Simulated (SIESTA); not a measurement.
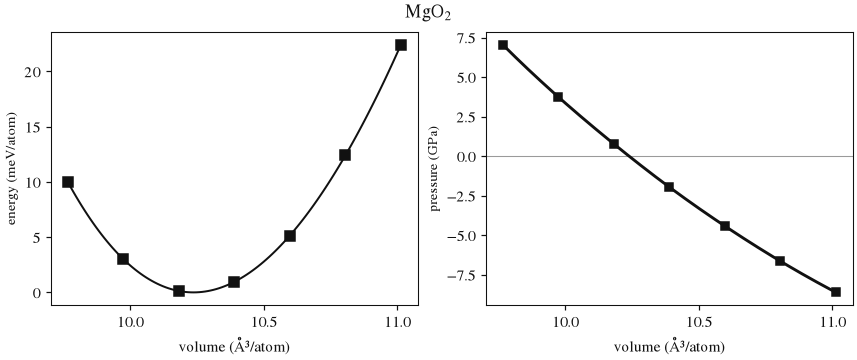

Plotted: energy and pressure against volume for MgO₂, space group R-3m (No. 166).

Cell as given: a = 3.955 Å, b = 3.955 Å, c = 3.955 Å, α = 47.88°, β = 47.88°, γ = 47.88°; 3 atoms.

Computed with SIESTA 5.4.2: DFT in numerical atomic orbitals with pseudopotentials, no spin polarisation; energies at scaled volumes of the given cell, shape and fractions fixed, counted from the fit's minimum, third-order Birch-Murnaghan fit. Level: PBEsol.

- k mesh: 10×10×10
- occupations: Fermi–Dirac
- smearing width: 0.05 eV
- potentials: PseudoDojo 0.4 standard, converted to PSML, two zetas on semicore shells
- program settings: basis DZP, mesh cutoff 800 Ry

Give the values behind the plot as a table.

```csv
volume (Å³/atom),energy (meV/atom),pressure (GPa)
9.77,9.98,7.04
9.97,3.03,3.74
10.18,0.13,0.77
10.39,0.95,-1.96
10.60,5.10,-4.42
10.81,12.48,-6.64
11.01,22.40,-8.61
```

Caveats: mulliken charges of long orbitals; shape and atomic fractions are frozen while scaling, which makes layered, chain and framework solids too stiff.
